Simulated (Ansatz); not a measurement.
# Nudged elastic band of Hf₈Si₁₅ (part 3 of 3)

Continued. System: Hf₈Si₁₅ (defect cell, 23 atoms in the cell). Method: DFT with PBE, PAW plane waves, no spin polarisation (Ansatz 0.2.0); cutoff 420 eV, 2×2×2 k-mesh, cold smearing of 0.15 eV. The structure derives from an entry of the Crystallography Open Database.

Geometry of the input (Å; fractional positions):
```
7.4503  0.0000  0.0000
1.8626  -7.3904  0.0000
0.0000  0.0000  -7.3874
Si 0.2196  0.1196  0.3772
Si 0.2786  0.8842  0.1226
Hf 0.0535  0.7907  0.3748
Hf 0.4481  0.2095  0.1257
Si 0.3734  0.5037  0.3719
Si 0.1251  0.5003  0.1244
Si 0.2183  0.1194  0.8791
Hf 0.0528  0.7871  0.8752
Hf 0.4473  0.2134  0.6278
Si 0.3742  0.4990  0.8725
Si 0.1229  0.4984  0.6290
Si 0.7204  0.1183  0.3733
Si 0.7812  0.8818  0.1234
Hf 0.5493  0.7861  0.3786
Hf 0.9451  0.2136  0.1255
Si 0.8794  0.4948  0.3755
Si 0.6291  0.4964  0.1267
Si 0.7236  0.1166  0.8784
Si 0.7810  0.8800  0.6229
Hf 0.5522  0.7885  0.8781
Hf 0.9478  0.2127  0.6253
Si 0.8792  0.4983  0.8708
Si 0.6224  0.5027  0.6253
```

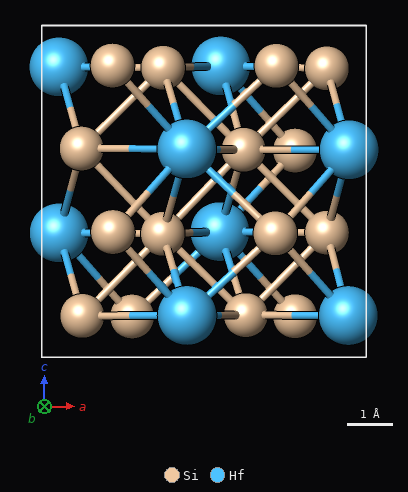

*The starting structure (ball-and-stick view of the cell of the calculation, along the b axis).*

Output, continued:
```
  k-point 2: bands = ["-47.9692", "-47.9688", "-47.9562", "-47.9558", "-47.8061", "-47.8060", "-47.7617", "-47.7617", "-16.7325", "-16.7198", "-16.6951", "-16.6832", "-16.6819", "-16.6710", "-16.6519", "-16.6455", "-16.6284", "-16.6247", "-16.6095", "-16.5963", "-16.5906", "-16.5829", "-16.5119", "-16.5101", "-16.4914", "-16.4906", "-16.4780", "-16.4733", "-16.4588", "-16.4565", "-16.4442", "-16.4345", "2.0173", "2.0185", "2.0192", "2.0202", "2.0262", "2.0330", "2.0338", "2.0351", "2.0355", "2.0360", "2.0362", "2.0366", "2.0379", "2.0410", "2.0436", "2.0436", "2.0446", "2.0459", "2.0498", "2.0502", "2.0504", "2.0518", "2.0525", "2.0545", "2.0560", "2.0573", "2.0586", "2.0591", "2.1831", "2.1856", "2.1869", "2.1884", "2.1887", "2.1935", "2.1937", "2.1951", "2.1970", "2.1970", "2.2049", "2.2059", "2.2084", "2.2085", "2.2290", "2.2291", "2.2303", "2.2308", "2.2380", "2.2407", "2.2420", "2.2421", "2.2437", "2.2438", "2.2507", "2.2509", "2.2531", "2.2537", "2.7509", "2.7593", "4.3404", "5.0526", "5.1108", "5.2018", "5.2322", "5.3864", "5.3890", "6.4712", "6.7506", "7.0147", "7.0151", "7.8258", "8.4238", "8.5438", "8.5966", "9.4639", "10.1684", "10.3179", "10.4087", "10.5575", "10.7543", "10.7788", "10.9483", "11.1012", "11.1355", "11.2348", "11.2687", "11.6174", "11.7310", "11.7469", "12.0929", "12.1400", "12.1882", "12.3096", "12.3147", "12.4591", "12.7665", "12.9330", "13.0867", "13.2271", "13.4063", "13.4651", "13.4664", "13.7139", "13.9406", "14.2386", "14.5445", "14.6331", "14.7876", "15.1671", "15.5896", "15.8364", "16.0276", "16.0837", "16.1739", "16.4468", "16.5787", "16.6433", "16.6724", "16.7774", "16.9824", "16.9904", "17.0713", "17.3124", "17.3326", "17.4075", "17.4217", "17.5975", "17.6292", "17.6942", "17.6970"]
  k-point 7: bands = ["-47.9689", "-47.9689", "-47.9561", "-47.9560", "-47.8060", "-47.8060", "-47.7618", "-47.7617", "-16.6908", "-16.6898", "-16.6787", "-16.6767", "-16.6658", "-16.6642", "-16.6637", "-16.6626", "-16.6432", "-16.6413", "-16.6059", "-16.6042", "-16.5609", "-16.5551", "-16.5180", "-16.5126", "-16.5074", "-16.5059", "-16.5019", "-16.5011", "-16.4673", "-16.4656", "-16.4434", "-16.4413", "2.0196", "2.0206", "2.0218", "2.0219", "2.0311", "2.0318", "2.0340", "2.0342", "2.0355", "2.0357", "2.0367", "2.0368", "2.0387", "2.0402", "2.0433", "2.0438", "2.0448", "2.0453", "2.0486", "2.0487", "2.0503", "2.0504", "2.0527", "2.0533", "2.0557", "2.0561", "2.0580", "2.0583", "2.1856", "2.1873", "2.1880", "2.1885", "2.1907", "2.1936", "2.1945", "2.1955", "2.1969", "2.1972", "2.2048", "2.2052", "2.2084", "2.2086", "2.2274", "2.2288", "2.2297", "2.2298", "2.2377", "2.2405", "2.2412", "2.2414", "2.2423", "2.2441", "2.2504", "2.2505", "2.2532", "2.2534", "3.4300", "3.5351", "3.8644", "4.0255", "4.1198", "4.2036", "4.4323", "5.1781", "7.5131", "7.6074", "8.1430", "8.1504", "8.1793", "8.2227", "8.4494", "9.1431", "9.2602", "9.2947", "9.2973", "9.3606", "9.4507", "9.5027", "9.6198", "9.9505", "10.0545", "10.2282", "10.9603", "11.0866", "11.4577", "11.4781", "11.6333", "11.7068", "11.9778", "12.0878", "12.1193", "12.3242", "12.3715", "12.5530", "12.6869", "13.0325", "13.0657", "13.1723", "13.2436", "13.2820", "13.3164", "13.4213", "13.9540", "14.0427", "14.9440", "15.0209", "15.1481", "15.3273", "15.3286", "15.4323", "15.4581", "15.7887", "16.3923", "16.3937", "16.4332", "16.6143", "16.8247", "16.9493", "17.1510", "17.2187", "17.5854", "17.6301", "17.6662", "17.6734", "17.8769", "17.9178", "17.9569", "18.0404", "18.0591"]
this run last wrote the band of iteration 3 to [file]
--- NEB band (5 images, 3 band iterations, 106 SCF iterations, 116 more in tests of the images' electronic states and relaxations of end points) ---
  forward barrier  = 0.386379 eV
  backward barrier = 0.386445 eV
  lagrangian_above_aufbau_ev (what the smearing adds, to first order; not taken off the barriers): saddle image -0.005749 eV, end points +0.006660 and +0.006351 eV
  climbing image's point = of an order that was not read
  energies are F+E_penalty+E_count in eV, relative to image 0
  image     s (Å)  Δ vs image 0  max|band force component| (eV/Å)
      0    0.0000      0.000000                                 —
      1    0.4434      0.194194                          5.030e-2
  *   2    0.8867      0.386379                          3.465e-2
      3    1.3303      0.193943                          4.976e-2
      4    1.7740     -0.000065                                 —
  climbing-image geometry (image 2):
  cell:  # Å, volume = 406.7503 Å³
    - [7.450252, 0.0, 0.0]
    - [1.862563, -7.390399, 0.0]
    - [0.0, 0.0, -7.387356]
  atoms:
    - { symbol: Si, position: [0.2502893041009191, -0.0003173623251782929, 0.500263664797528] }
    - { symbol: Si, position: [0.26989263640009414, 0.9214959974140753, 0.14125702189801362] }
    - { symbol: Hf, position: [0.04788500823122374, 0.7846969107809773, 0.37193579740166444] }
    - { symbol: Hf, position: [0.4438514129020054, 0.2089180538820492, 0.12326552482372691] }
    - { symbol: Si, position: [0.37517240551202524, 0.49622671270108826, 0.37384065092245006] }
    - { symbol: Si, position: [0.12499332098966497, 0.49594320283885635, 0.12491800336131854] }
    - { symbol: Si, position: [0.23068243891542947, 0.07787190255343589, 0.8592546401804969] }
    - { symbol: Hf, position: [0.0567302732148475, 0.7904515916963516, 0.8772475194685241] }
    - { symbol: Hf, position: [0.4526944405509796, 0.2146649503091896, 0.6285789389712162] }
    - { symbol: Si, position: [0.37558651255932657, 0.5034234809107037, 0.8755947677796005] }
    - { symbol: Si, position: [0.1254043787281984, 0.5031393613842999, 0.6266717812566565] }
    - { symbol: Si, position: [0.7254406490069242, 0.10145033169964852, 0.3721274856306023] }
    - { symbol: Si, position: [0.777265816404297, 0.8915540344759106, 0.12105360058406724] }
    - { symbol: Hf, position: [0.5592821384323841, 0.7830356493175435, 0.37051770496398284] }
    - { symbol: Hf, position: [0.9527084002436969, 0.20947636666332545, 0.12288347438859862] }
    - { symbol: Si, position: [0.8822161548607307, 0.4941110802228182, 0.37562481162309835] }
    - { symbol: Si, position: [0.6227352013211493, 0.4955862254685217, 0.12307759408991936] }
    - { symbol: Si, position: [0.7233150584613743, 0.10781748288498297, 0.8794571477531654] }
    - { symbol: Si, position: [0.775137911920476, 0.8979129402413406, 0.6283891582392054] }
    - { symbol: Hf, position: [0.5478684856143182, 0.7898908461218443, 0.8776319627309137] }
    - { symbol: Hf, position: [0.9412986895436964, 0.21632842428715157, 0.6299922269804061] }
    - { symbol: Si, position: [0.8778420564965439, 0.5037848337550594, 0.8774353964723409] }
    - { symbol: Si, position: [0.6183623855896951, 0.5052570127160039, 0.6248883506825045] }
```

The last band as extended XYZ (Å, eV, eV/Å):
```
23
Lattice="7.4503 0.0000 0.0000 1.8626 -7.3904 0.0000 0.0000 0.0000 -7.3874" Properties=species:S:1:pos:R:3:forces:R:3 image=0 energy=-135320.32045
Si    1.8637   -0.5186   -2.9874    0.0015  -0.0006   0.0060
Si    3.7279   -6.7320   -0.9263   -0.0076  -0.0099  -0.0003
Hf    1.8559   -5.8496   -2.7432    0.0069   0.0016   0.0009
Hf    3.6563   -1.5628   -0.9263   -0.0059   0.0016  -0.0001
Si    3.7347   -3.7236   -2.7704   -0.0053  -0.0012  -0.0028
Si    1.8511   -3.6949   -0.9260   -0.0013  -0.0027  -0.0021
Si    1.8637   -0.5187   -6.2527    0.0014  -0.0009  -0.0058
Hf    1.8559   -5.8496   -6.4965    0.0068   0.0021  -0.0012
Hf    3.7502   -1.6021   -4.6200   -0.0104   0.0063   0.0005
Si    3.7346   -3.7237   -6.4701   -0.0052  -0.0010   0.0072
Si    1.8681   -3.7482   -4.6197    0.0105   0.0005  -0.0020
Si    5.5894   -0.8165   -2.7314    0.0036   0.0010  -0.0003
Si    7.4512   -6.6104   -0.9262   -0.0078  -0.0026  -0.0001
Hf    5.5876   -5.8334   -2.7363    0.0033   0.0050   0.0042
Hf    7.5286   -1.5589   -0.9263   -0.0015  -0.0011  -0.0001
Si    7.4852   -3.7155   -2.7613   -0.0069  -0.0006   0.0035
Si    5.5627   -3.6739   -0.9260    0.0124  -0.0056  -0.0021
Si    5.5895   -0.8165   -6.5085    0.0030   0.0009   0.0003
Si    7.4457   -6.6936   -4.6199    0.0022   0.0028  -0.0001
Hf    5.5876   -5.8335   -6.5035    0.0035   0.0052  -0.0046
Hf    7.4319   -1.6153   -4.6200    0.0036   0.0066   0.0005
Si    7.4852   -3.7155   -6.4792   -0.0068  -0.0005   0.0005
Si    5.5471   -3.7384   -4.6197    0.0001  -0.0071  -0.0020
23
Lattice="7.4503 0.0000 0.0000 1.8626 -7.3904 0.0000 0.0000 0.0000 -7.3874" Properties=species:S:1:pos:R:3:forces:R:3 image=1 energy=-135320.12626
Si    1.8641   -0.2399   -3.3158    0.0021  -0.3305   0.5684
Si    3.7273   -6.7896   -0.9979   -0.0014   0.0218  -0.0103
Hf    1.8259   -5.8131   -2.7438    0.0255  -0.0028  -0.0324
Hf    3.6743   -1.5545   -0.9267   -0.0360   0.0221  -0.0554
Si    3.7243   -3.6920   -2.7623    0.0019  -0.0019  -0.0244
Si    1.8523   -3.6781   -0.9216    0.0047   0.0059  -0.0222
Si    1.8633   -0.5599   -6.3149   -0.0020   0.0735   0.0343
Hf    1.8833   -5.8479   -6.4950   -0.0210   0.0290  -0.0472
Hf    3.7647   -1.5945   -4.6342   -0.0187   0.0127  -0.0101
Si    3.7357   -3.7267   -6.4660   -0.0040   0.0125  -0.0369
Si    1.8711   -3.7359   -4.6243    0.0037   0.0194  -0.0193
Si    5.5921   -0.7770   -2.7402   -0.0025   0.0069  -0.0260
Si    7.4517   -6.5995   -0.9040    0.0026  -0.0049  -0.0183
Hf    5.6167   -5.7972   -2.7324   -0.0240  -0.0013  -0.0255
Hf    7.5096   -1.5542   -0.9243    0.0372   0.0243  -0.0438
Si    7.4900   -3.6776   -2.7667   -0.0107  -0.0126  -0.0202
Si    5.5646   -3.6683   -0.9088    0.0073   0.0201  -0.0177
Si    5.5899   -0.8101   -6.5041    0.0006   0.0078  -0.0631
Si    7.4468   -6.6636   -4.6328   -0.0008  -0.0163  -0.0053
Hf    5.5623   -5.8421   -6.4993    0.0224   0.0362  -0.0602
Hf    7.4216   -1.6056   -4.6408    0.0096   0.0170  -0.0118
Si    7.4806   -3.7247   -6.4773   -0.0051   0.0358  -0.0339
Si    5.5471   -3.7407   -4.6143    0.0085   0.0254  -0.0187
23
Lattice="7.4503 0.0000 0.0000 1.8626 -7.3904 0.0000 0.0000 0.0000 -7.3874" Properties=species:S:1:pos:R:3:forces:R:3 image=2 energy=-135319.93407
Si    1.8641    0.0023   -3.6956    0.0000   0.0004   0.0001
Si    3.7271   -6.8102   -1.0435   -0.0002  -0.0347  -0.0295
Hf    1.8183   -5.7992   -2.7476    0.0333  -0.0107  -0.0173
Hf    3.6959   -1.5440   -0.9106   -0.0084  -0.0067  -0.0026
Si    3.7194   -3.6673   -2.7617   -0.0101   0.0017   0.0016
Si    1.8550   -3.6652   -0.9228    0.0103  -0.0012   0.0074
Si    1.8637   -0.5755   -6.3476    0.0005   0.0346   0.0292
Hf    1.8949   -5.8418   -6.4805    0.0082   0.0070   0.0027
Hf    3.7725   -1.5865   -4.6435   -0.0331   0.0101   0.0173
Si    3.7359   -3.7205   -6.4683   -0.0103   0.0012  -0.0073
Si    1.8714   -3.7184   -4.6294    0.0102  -0.0016  -0.0017
Si    5.5937   -0.7498   -2.7490   -0.0011   0.0173  -0.0119
Si    7.4514   -6.5889   -0.8943    0.0030  -0.0123   0.0216
Hf    5.6252   -5.7869   -2.7371   -0.0280  -0.0184  -0.0148
Hf    7.4881   -1.5481   -0.9078    0.0095  -0.0005   0.0091
Si    7.4930   -3.6517   -2.7749   -0.0101  -0.0169  -0.0110
Si    5.5626   -3.6626   -0.9092    0.0107  -0.0054   0.0152
Si    5.5897   -0.7968   -6.4969   -0.0031   0.0123  -0.0218
Si    7.4474   -6.6359   -4.6421    0.0012  -0.0173   0.0121
Hf    5.5530   -5.8376   -6.4834   -0.0094   0.0004  -0.0090
Hf    7.4158   -1.5988   -4.6540    0.0277   0.0179   0.0146
Si    7.4785   -3.7232   -6.4819   -0.0107   0.0057  -0.0152
Si    5.5480   -3.7341   -4.6163    0.0101   0.0170   0.0110
23
Lattice="7.4503 0.0000 0.0000 1.8626 -7.3904 0.0000 0.0000 0.0000 -7.3874" Properties=species:S:1:pos:R:3:forces:R:3 image=3 energy=-135320.12651
Si    1.8641    0.2448   -4.0756   -0.0021   0.3311  -0.5680
Si    3.7275   -6.8258   -1.0763    0.0024  -0.0734  -0.0344
Hf    1.8262   -5.7912   -2.7569    0.0186  -0.0131   0.0098
Hf    3.7075   -1.5378   -0.8961    0.0210  -0.0290   0.0475
Si    3.7194   -3.6498   -2.7667   -0.0028  -0.0191   0.0184
Si    1.8555   -3.6590   -0.9252    0.0030  -0.0125   0.0376
Si    1.8635   -0.5963   -6.3933    0.0014  -0.0217   0.0097
Hf    1.9167   -5.8312   -6.4644    0.0356  -0.0219   0.0553
Hf    3.7649   -1.5726   -4.6473   -0.0250   0.0023   0.0327
Si    3.7382   -3.7077   -6.4694   -0.0038  -0.0059   0.0215
Si    1.8668   -3.6937   -4.6289   -0.0027   0.0017   0.0251
Si    5.5943   -0.7221   -2.7584    0.0008   0.0161   0.0054
Si    7.4512   -6.5757   -0.8869   -0.0005  -0.0077   0.0627
Hf    5.6196   -5.7801   -2.7504   -0.0101  -0.0174   0.0115
Hf    7.4787   -1.5436   -0.8919   -0.0221  -0.0365   0.0604
Si    7.4937   -3.6451   -2.7767   -0.0076  -0.0250   0.0179
Si    5.5608   -3.6610   -0.9140    0.0042  -0.0356   0.0346
Si    5.5894   -0.7863   -6.4872   -0.0029   0.0049   0.0184
Si    7.4490   -6.6087   -4.6510    0.0026  -0.0068   0.0262
Hf    5.5315   -5.8315   -6.4668   -0.0373  -0.0243   0.0438
Hf    7.4243   -1.5885   -4.6587    0.0241   0.0009   0.0258
Si    7.4760   -3.7174   -6.4822   -0.0064  -0.0198   0.0170
Si    5.5515   -3.7081   -4.6246    0.0097   0.0128   0.0210
23
Lattice="7.4503 0.0000 0.0000 1.8626 -7.3904 0.0000 0.0000 0.0000 -7.3874" Properties=species:S:1:pos:R:3:forces:R:3 image=4 energy=-135320.32052
Si    1.8644    0.5239   -4.4045    0.0008   0.0003  -0.0010
Si    3.7270   -6.8666   -1.1378    0.0002   0.0005  -0.0003
Hf    1.8414   -5.7844   -2.7712    0.0000   0.0029  -0.0007
Hf    3.7341   -1.5363   -0.8944    0.0009  -0.0001  -0.0013
Si    3.7215   -3.6380   -2.7708   -0.0083   0.0033  -0.0035
Si    1.8573   -3.6623   -0.9218    0.0017   0.0020  -0.0009
Si    1.8638   -0.6528   -6.4649   -0.0033   0.0008   0.0002
Hf    1.9349   -5.8225   -6.4648    0.0010  -0.0052  -0.0008
Hf    3.7342   -1.5361   -4.6480   -0.0001  -0.0030   0.0027
Si    3.7390   -3.6902   -6.4644    0.0022  -0.0028  -0.0036
Si    1.8572   -3.6622   -4.6215    0.0033   0.0011   0.0085
Si    5.5953   -0.6918   -2.7711   -0.0042  -0.0068   0.0000
Si    7.4514   -6.5694   -0.8824    0.0003   0.0001  -0.0013
Hf    5.6092   -5.7709   -2.7712   -0.0035  -0.0032   0.0003
Hf    7.4531   -1.5526   -0.8872    0.0029   0.0002   0.0025
Si    7.4929   -3.6469   -2.7709    0.0044  -0.0018  -0.0019
Si    5.5573   -3.6699   -0.9131    0.0026  -0.0011   0.0063
Si    5.5899   -0.7760   -6.4649    0.0027   0.0042  -0.0006
Si    7.4514   -6.5697   -4.6600    0.0000   0.0017   0.0008
Hf    5.5129   -5.8266   -6.4651   -0.0001   0.0038   0.0014
Hf    7.4532   -1.5524   -4.6551    0.0008  -0.0015  -0.0020
Si    7.4768   -3.7118   -6.4643   -0.0074   0.0035  -0.0043
Si    5.5572   -3.6702   -4.6302    0.0029   0.0011  -0.0005
```

Key numbers:

- outcome: converged
- barrier, forward: 0.386 eV
- barrier, backward: 0.386 eV
- electrons treated: 268
- hardware: 4 threads of an x86-64 CPU, shared host
- wall time: 5.1 min (CPU time 16 min)
- peak memory: 2.4 GiB

Notes:

Spin–orbit coupling is left out, which matters for Hf. The order of the saddle point was not checked.
